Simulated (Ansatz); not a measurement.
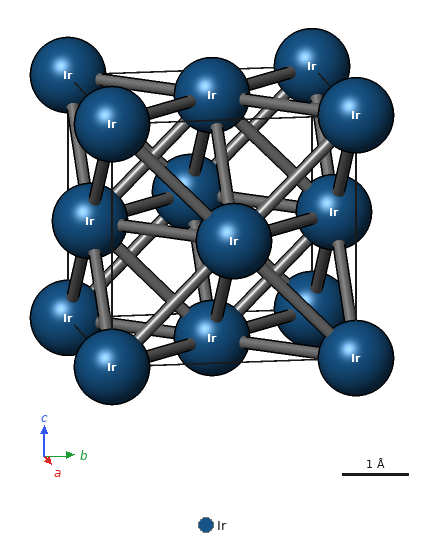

The starting structure (ball-and-stick view of the cell 4 times as large as that of the calculation, set on its symmetry axes, seen slightly off an axis). Near neighbours in the crystal (not all of them lie inside the picture): Ir has 12 Ir at 2.68 Å.

## Geometry relaxation of Ir (charge +4) (part 1 of 2)

- system: Ir (Fm-3m, 1 atom in the cell, total charge +4)
- method: DFT, r2SCAN, plane waves, PAW, no spin polarisation (Ansatz 0.2.0)

The structure derives from an entry of the Crystallography Open Database. Some settings of this run were made unusual or wrong on purpose.

### Input file
```yaml
crystal:
  lattice:
    - [0.0, 1.89553052, 1.89553052]
    - [1.89553052, 0.0, 1.89553052]
    - [1.89553052, 1.89553052, 0.0]
  atoms:
    - { symbol: Ir, position: [0.0, 0.0, 0.0] }
  symmetry: { tolerance: 0.0003 }
kpoints:
  mp_grid: { grid: [8, 8, 8], shift: [0, 0, 0] }
magnetization:
  spin_polarized: false
scf:
  occupations: { method: fermi_dirac }
  max_iter: 75
hamiltonian:
  pseudopotentials: { kind: paw }
  xc: r2scan
basis:
  ecutwfc: 500
output:
  forces: true
  stress: true
  eigenvalues: true
relax:
  max_steps: 40
  cell: {}
total_charge: 4
```

Machine: 1 thread of an Arm (aarch64) CPU, shared host.

Run as:
```bash
ansatz run input.yaml --threads 1 --pin off --max-ram 2560MiB --backend cpu --events-out ev --progress --plain --runs-dir out
```

### Output
```
The last accepted step is kept in [file] (removed where the run ends without a failure and the disk answers)
Engine: ansatz 0.2.0, aarch64-unknown-linux-gnu
Pseudopotentials: kind: paw
Pseudopotential: Ir, paw, valence charge 17, recommended cutoff 500 eV (meta_gga), Ir.paw.azcp
Functional definition: r2SCAN
  parameter k0 = 0.174
  parameter k1 = 0.065
  parameter a1 = 4.9479
  exchange = r2scan_x(k0 = k0, k1 = k1, a1 = a1)
  correlation = r2scan_c
Crystal: 1 atoms, lattice volume = 13.621 Å³
Basis set: ecut = 500 eV, 331 PW (Γ), exchange–correlation on 80×80×80 points (64 copies of the dense FFT grid, shifted against one another)
Bands: 11, of which v1, the nominal top of the filled ones, is band 7 counted from 1 (6 counted from 0)
Symmetry: 48 space group operations
Space group: Fm-3m (ITA 225), of the structure as read, at distance tolerance 7.2e-4 Å
k-points: 29 of 512
Non-local potential: Ir, projectors of the file, l = 0: 3, l = 1: 2, l = 2: 2, l = 3: 1
PAW form: soft (Blöchl's): semilocal exchange-correlation on the pseudo side does not see the compensation charge
PAW frozen core: Ir, regenerated for the run's functional (the file was generated under x = pbe(κ = 0.804, μ = 0.2195149727645171), c = pbe(β = 0.06672455060314922))
PAW one-centre angular grid: Ir, 590 points (default); XC on 160 Gauss nodes
Initial density: superposition of atomic densities (neutral atoms scaled as one to the charged cell's electrons: chi_scale 0, normalization atom), corrected by the library's trained network
Initial wavefunctions: pseudopotential atomic-orbital guess
Functional: x = r2scan, c = r2scan; τ floored in thin density (d = 2e-4 eV/Å³)
SCF iter   1: F=—  HF=-12059.482412 eV  |F-HF|=—  |Δ(HF+E_count)|=         —  Δρ=5.74e-1  dr2=3.63e1  dr2_τ=1.24e0  ethr=1.77e-3  ⟨swp⟩=5.2  Hψ=2117  notcnv=0
preconditioner: auto → none  [metal: Δε(μ)=0.082 eV  Ē_g=8.823 eV  σ=0.100 eV  W_gap=0.20  n_scr=0 (ndim 8)  ℏωp=22.5 eV  f_vac=0.000  D(μ)=1.86/eV (n_scr^D=26)]
SCF iter   2: F=—  HF=-12045.152711 eV  |F-HF|=—  |Δ(HF+E_count)|=    1.43e1  Δρ=6.64e-2  dr2=4.45e-1  dr2_τ=1.51e0  ethr=1.77e-3  ⟨swp⟩=4.8  Hψ=1280  notcnv=0
SCF iter   3: F=—  HF=-12046.062412 eV  |F-HF|=—  |Δ(HF+E_count)|=   9.10e-1  Δρ=1.10e-2  dr2=5.32e-3  dr2_τ=7.54e-4  ethr=1.77e-3  ⟨swp⟩=2.9  Hψ=763  notcnv=0
SCF iter   4: F=—  HF=-12046.204941 eV  |F-HF|=—  |Δ(HF+E_count)|=   1.43e-1  Δρ=6.52e-3  dr2=4.97e-3  dr2_τ=1.57e-3  ethr=4.09e-5  ⟨swp⟩=2.0  Hψ=645  notcnv=0
SCF iter   5: F=—  HF=-12046.203346 eV  |F-HF|=—  |Δ(HF+E_count)|=   1.59e-3  Δρ=3.28e-4  dr2=5.90e-6  dr2_τ=1.04e-6  ethr=3.83e-5  ⟨swp⟩=2.2  Hψ=484  notcnv=0
SCF iter   6: F=—  HF=-12046.203347 eV  |F-HF|=—  |Δ(HF+E_count)|=   1.49e-6  Δρ=8.54e-5  dr2=5.20e-7  dr2_τ=6.06e-7  ethr=4.54e-8  ⟨swp⟩=2.0  Hψ=482  notcnv=0
SCF iter   7: F=-12046.203347 eV  HF=-12046.203347 eV  |F-HF|=2.37e-9  |Δ(HF+E_count)|=   1.32e-7  Δρ=7.15e-6  dr2=6.90e-9  dr2_τ=1.17e-9  ethr=7.69e-10  ⟨swp⟩=6.8  Hψ=1846  notcnv=0
SCF 1 converged in 7 iterations: F = -12046.203347 eV  dr2 = 6.90e-9
  greatest PAW one-centre occupation: 1.000 electrons in one spin orbital (limit 2), on the Ir atom at site 0 (counted from 0), in its partial waves of l = 0
relax step   1: F+E_penalty+E_count = -12046.20334730 eV  Δ(F+E_penalty+E_count) = +0.000e0 eV  max|allowed force component| = 0.000e0 eV/Å  Δτ_max = 0.0000 Å  P = +147.028 GPa  Ω = 13.621 Å³  (7 SCF iters, dr2 threshold 1.00e-7 eV, accepted)
Crystal: 1 atoms, lattice volume = 15.712 Å³
Basis set: ecut = 500 eV, 411 PW (Γ), exchange–correlation on 80×80×80 points (64 copies of the dense FFT grid, shifted against one another)
Initial density: handed on by an earlier stage of this run
Initial wavefunctions: those handed on with the density
iter 1 solved again at ethr=4.54e-4 eV; its pass at ethr=3.10e-3 eV (dr2=5.90e-2 eV) is discarded
SCF iter   1: F=—  HF=-12029.072489 eV  |F-HF|=—  |Δ(HF+E_count)|=         —  Δρ=2.19e-2  dr2=5.87e-2  dr2_τ=4.83e-1  ethr=4.54e-4  ⟨swp⟩=1.0  Hψ=2306  notcnv=0
preconditioner: auto → LDOS  [metal: Δε(μ)=0.059 eV  Ē_g=6.845 eV  σ=0.100 eV  W_gap=0.15  n_scr=0 (ndim 8)  ℏωp=20.9 eV  f_vac=0.011  D(μ)=2.37/eV (n_scr^D=26)  β→1.0]
SCF iter   2: F=—  HF=-12029.323280 eV  |F-HF|=—  |Δ(HF+E_count)|=   2.51e-1  Δρ=4.84e-3  dr2=2.07e-3  dr2_τ=1.05e-3  ethr=4.52e-4  ⟨swp⟩=2.4  Hψ=566  notcnv=0
preconditioner: auto → none  [metal: Δε(μ)=0.043 eV  Ē_g=6.925 eV  σ=0.100 eV  W_gap=0.11  n_scr=0 (ndim 8)  ℏωp=20.9 eV  f_vac=0.000  D(μ)=2.35/eV (n_scr^D=26)  β→0.5]
SCF iter   3: F=—  HF=-12029.325657 eV  |F-HF|=—  |Δ(HF+E_count)|=   2.38e-3  Δρ=1.56e-3  dr2=1.13e-4  dr2_τ=5.24e-5  ethr=1.60e-5  ⟨swp⟩=2.1  Hψ=411  notcnv=0
SCF iter   4: F=—  HF=-12029.326134 eV  |F-HF|=—  |Δ(HF+E_count)|=   4.76e-4  Δρ=3.31e-4  dr2=1.31e-5  dr2_τ=5.09e-6  ethr=8.66e-7  ⟨swp⟩=2.0  Hψ=516  notcnv=0
SCF iter   5: F=—  HF=-12029.326126 eV  |F-HF|=—  |Δ(HF+E_count)|=   7.90e-6  Δρ=8.50e-5  dr2=4.44e-7  dr2_τ=7.93e-8  ethr=1.01e-7  ⟨swp⟩=2.7  Hψ=514  notcnv=0
SCF iter   6: F=-12029.326126 eV  HF=-12029.326126 eV  |F-HF|=6.53e-9  |Δ(HF+E_count)|=   1.77e-7  Δρ=1.44e-5  dr2=1.29e-8  dr2_τ=1.10e-8  ethr=7.69e-10  ⟨swp⟩=5.9  Hψ=1544  notcnv=0
SCF 2 converged in 6 iterations: F = -12029.326126 eV  dr2 = 1.29e-8
relax step   2: F+E_penalty+E_count = -12029.32612606 eV  Δ(F+E_penalty+E_count) = +1.688e1 eV  max|allowed force component| = 0.000e0 eV/Å  Δτ_max = 0.0000 Å  P = +56.097 GPa  Ω = 15.712 Å³  energy of the carried Pulay correction = -1.409e-3 eV  (6 SCF iters, dr2 threshold 1.00e-7 eV, accepted)
Crystal: 1 atoms, lattice volume = 17.350 Å³
Basis set: ecut = 500 eV, 459 PW (Γ), exchange–correlation on 80×80×80 points (64 copies of the dense FFT grid, shifted against one another)
iter 1 solved again at ethr=2.80e-4 eV; its pass at ethr=3.10e-3 eV (dr2=3.64e-2 eV) is discarded
SCF iter   1: F=—  HF=-12018.410296 eV  |F-HF|=—  |Δ(HF+E_count)|=         —  Δρ=1.55e-2  dr2=3.61e-2  dr2_τ=2.26e-1  ethr=2.80e-4  ⟨swp⟩=1.0  Hψ=2270  notcnv=0
preconditioner: auto → LDOS  [metal: Δε(μ)=0.013 eV  Ē_g=6.266 eV  σ=0.100 eV  W_gap=0.03  n_scr=0 (ndim 8)  ℏωp=19.9 eV  f_vac=0.028  D(μ)=2.61/eV (n_scr^D=50)  β→1.0]
SCF iter   2: F=—  HF=-12018.542917 eV  |F-HF|=—  |Δ(HF+E_count)|=   1.33e-1  Δρ=3.52e-3  dr2=1.05e-3  dr2_τ=8.94e-4  ethr=2.78e-4  ⟨swp⟩=2.2  Hψ=546  notcnv=0
SCF iter   3: F=—  HF=-12018.544522 eV  |F-HF|=—  |Δ(HF+E_count)|=   1.61e-3  Δρ=7.89e-4  dr2=1.12e-4  dr2_τ=1.10e-5  ethr=8.10e-6  ⟨swp⟩=2.1  Hψ=399  notcnv=0
SCF iter   4: F=—  HF=-12018.544518 eV  |F-HF|=—  |Δ(HF+E_count)|=   3.59e-6  Δρ=2.10e-4  dr2=3.81e-6  dr2_τ=2.30e-6  ethr=8.61e-7  ⟨swp⟩=2.1  Hψ=474  notcnv=0
SCF iter   5: F=—  HF=-12018.544513 eV  |F-HF|=—  |Δ(HF+E_count)|=   5.78e-6  Δρ=2.00e-5  dr2=4.52e-8  dr2_τ=1.78e-8  ethr=7.69e-10  ⟨swp⟩=3.8  Hψ=1587  notcnv=0
SCF iter   6: F=-12018.544513 eV  HF=-12018.544513 eV  |F-HF|=1.97e-9  |Δ(HF+E_count)|=   4.23e-8  Δρ=3.03e-6  dr2=1.10e-9  dr2_τ=9.54e-11  ethr=3.48e-10  ⟨swp⟩=2.0  Hψ=1046  notcnv=0
SCF 3 converged in 6 iterations: F = -12018.544513 eV  dr2 = 1.10e-9
relax step   3: F+E_penalty+E_count = -12018.54451273 eV  Δ(F+E_penalty+E_count) = +1.078e1 eV  max|allowed force component| = 0.000e0 eV/Å  Δτ_max = 0.0000 Å  P = +19.770 GPa  Ω = 17.350 Å³  energy of the carried Pulay correction = -2.381e-3 eV  (6 SCF iters, dr2 threshold 1.00e-7 eV, accepted)
Crystal: 1 atoms, lattice volume = 18.393 Å³
iter 1 solved again at ethr=1.09e-4 eV; its pass at ethr=3.10e-3 eV (dr2=1.42e-2 eV) is discarded
SCF iter   1: F=—  HF=-12012.509327 eV  |F-HF|=—  |Δ(HF+E_count)|=         —  Δρ=9.12e-3  dr2=1.41e-2  dr2_τ=7.68e-2  ethr=1.09e-4  ⟨swp⟩=1.0  Hψ=2285  notcnv=0
preconditioner: auto → LDOS  [metal: Δε(μ)=0.074 eV  Ē_g=6.000 eV  σ=0.100 eV  W_gap=0.18  n_scr=0 (ndim 8)  ℏωp=19.4 eV  f_vac=0.037  D(μ)=2.74/eV (n_scr^D=58)  β→1.0]
SCF iter   2: F=—  HF=-12012.562005 eV  |F-HF|=—  |Δ(HF+E_count)|=   5.27e-2  Δρ=2.23e-3  dr2=4.94e-4  dr2_τ=3.69e-4  ethr=1.09e-4  ⟨swp⟩=2.4  Hψ=574  notcnv=0
SCF iter   3: F=—  HF=-12012.562614 eV  |F-HF|=—  |Δ(HF+E_count)|=   6.09e-4  Δρ=5.13e-4  dr2=4.82e-5  dr2_τ=5.06e-6  ethr=3.80e-6  ⟨swp⟩=2.4  Hψ=385  notcnv=0
SCF iter   4: F=—  HF=-12012.562611 eV  |F-HF|=—  |Δ(HF+E_count)|=   3.32e-6  Δρ=1.36e-4  dr2=1.70e-6  dr2_τ=9.35e-7  ethr=3.70e-7  ⟨swp⟩=2.1  Hψ=471  notcnv=0
SCF iter   5: F=-12012.562610 eV  HF=-12012.562610 eV  |F-HF|=4.40e-9  |Δ(HF+E_count)|=   4.39e-8  Δρ=1.51e-5  dr2=1.72e-8  dr2_τ=8.47e-9  ethr=7.69e-10  ⟨swp⟩=6.7  Hψ=1603  notcnv=0
SCF 4 converged in 5 iterations: F = -12012.562610 eV  dr2 = 1.72e-8
relax step   4: F+E_penalty+E_count = -12012.56261047 eV  Δ(F+E_penalty+E_count) = +5.982e0 eV  max|allowed force component| = 0.000e0 eV/Å  Δτ_max = 0.0000 Å  P = +5.632 GPa  Ω = 18.393 Å³  energy of the carried Pulay correction = -2.949e-3 eV  (5 SCF iters, dr2 threshold 1.00e-7 eV, accepted)
Crystal: 1 atoms, lattice volume = 18.950 Å³
Basis set: ecut = 500 eV, 531 PW (Γ), exchange–correlation on 80×80×80 points (64 copies of the dense FFT grid, shifted against one another)
iter 1 solved again at ethr=3.13e-5 eV; its pass at ethr=3.10e-3 eV (dr2=4.07e-3 eV) is discarded
SCF iter   1: F=—  HF=-12009.588092 eV  |F-HF|=—  |Δ(HF+E_count)|=         —  Δρ=4.63e-3  dr2=3.86e-3  dr2_τ=1.98e-2  ethr=3.13e-5  ⟨swp⟩=1.0  Hψ=2255  notcnv=0
preconditioner: auto → LDOS  [metal: Δε(μ)=0.067 eV  Ē_g=5.867 eV  σ=0.100 eV  W_gap=0.16  n_scr=0 (ndim 8)  ℏωp=19.1 eV  f_vac=0.037  D(μ)=2.82/eV (n_scr^D=58)  β→1.0]
SCF iter   2: F=—  HF=-12009.603527 eV  |F-HF|=—  |Δ(HF+E_count)|=   1.54e-2  Δρ=1.18e-3  dr2=1.53e-4  dr2_τ=1.09e-4  ethr=2.97e-5  ⟨swp⟩=2.9  Hψ=630  notcnv=0
SCF iter   3: F=—  HF=-12009.603675 eV  |F-HF|=—  |Δ(HF+E_count)|=   1.48e-4  Δρ=2.82e-4  dr2=1.40e-5  dr2_τ=1.68e-6  ethr=1.18e-6  ⟨swp⟩=2.2  Hψ=391  notcnv=0
SCF iter   4: F=—  HF=-12009.603682 eV  |F-HF|=—  |Δ(HF+E_count)|=   6.35e-6  Δρ=7.36e-5  dr2=5.04e-7  dr2_τ=2.52e-7  ethr=1.08e-7  ⟨swp⟩=2.3  Hψ=480  notcnv=0
SCF iter   5: F=-12009.603682 eV  HF=-12009.603682 eV  |F-HF|=7.75e-10  |Δ(HF+E_count)|=   1.92e-8  Δρ=1.04e-5  dr2=7.07e-9  dr2_τ=3.30e-9  ethr=7.69e-10  ⟨swp⟩=5.0  Hψ=1507  notcnv=0
SCF 5 converged in 5 iterations: F = -12009.603682 eV  dr2 = 7.07e-9
```
